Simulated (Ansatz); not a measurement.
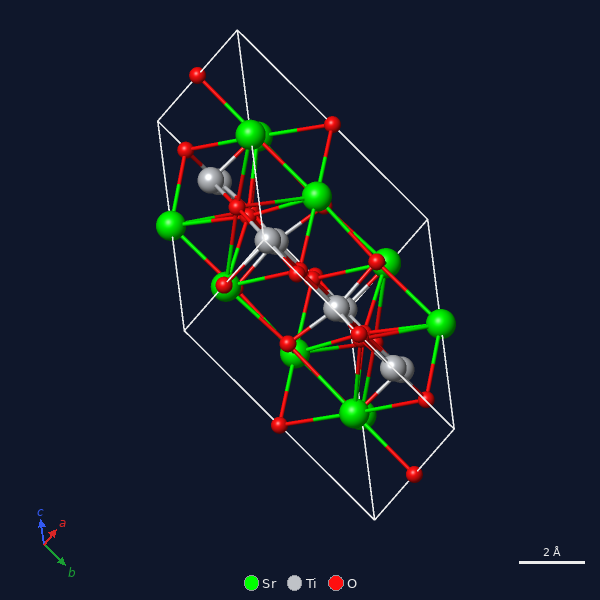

The figure gives a ball-and-stick picture of the atoms, viewed from a general direction. Lines trace the edges of the supercell. The host is SrTiO3, in a cell of 35 sites, and the cell is neutral.

Describe the defect.

Answer. An oxygen vacancy. Around the empty site lie two Ti at about 2.1 Å.

Results below were computed with DFT PBEsol, scalar-relativistic, plane waves, PAW (Ansatz); the settings were a 420 eV plane-wave basis, k-points on a 3×3×3 grid, Gaussian smearing of 0.02 eV, collinear spins.

Does the cell have a net magnetic moment?

Answer. No net moment.

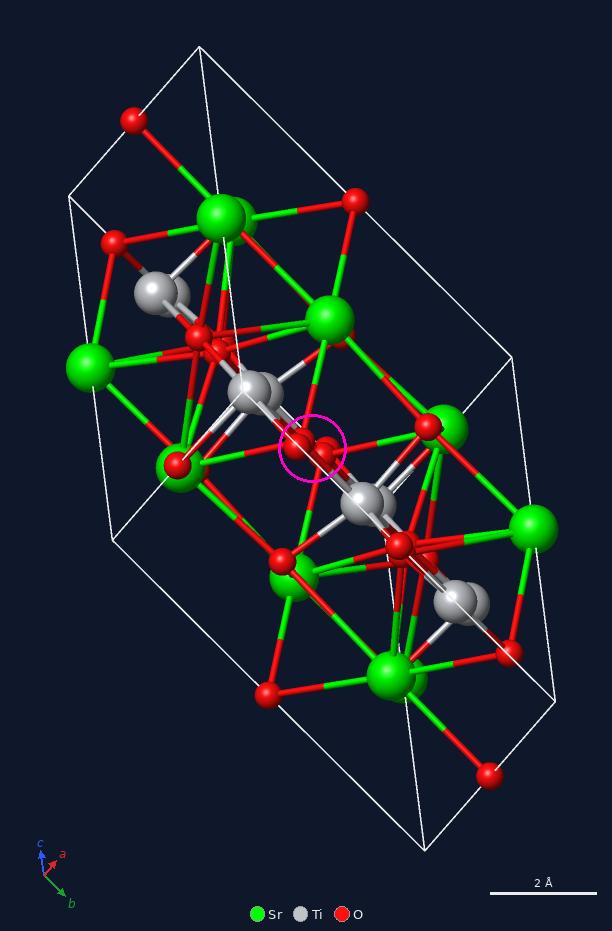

The same cell with a ring at the defect's site.

The atoms were relaxed in the host's cell with DFT PBEsol, scalar-relativistic, plane waves, PAW in Ansatz 0.2.0.
